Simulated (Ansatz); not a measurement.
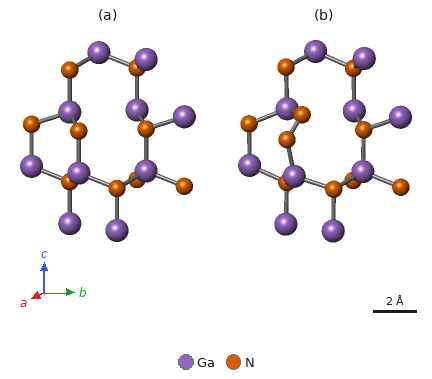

Left: perfect GaN. Right: the same region with one point defect, after relaxing the atoms in a supercell of 36 sites. Style: ball-and-stick. Shown: the atoms within 4.6 Å of one point, in a slice 3.4 Å thick across the line of sight, slightly off an axis.

Theory: DFT PBE, scalar-relativistic, plane waves, PAW (Ansatz). (plane-wave cutoff 420 eV; k-point mesh 2 × 2 × 2; occupations gaussian; smearing width 0.01 eV; mesh shifted by (0.5, 0.5, 0.5); no spin polarisation) The cell is small and the k-mesh coarse, so the numbers are rough. A uniform background neutralises the charged cell. The axes drawn are those of the host's conventional cell.

What kind of defect was made?

Answer. An extra nitrogen atom is put between the host's atoms (an interstitial).

The charge state of the cell is −1.

How does the lattice respond?

Answer. The N atom starts with 3 N at 2.06 Å, 6 Ga at 2.16 to 2.40 Å around its place and ends with 1 N at 1.45 Å. Of the host's atoms, a gallium atom moves furthest from its site, by 0.26 Å. The N atom itself moves 0.28 Å from where it was put.
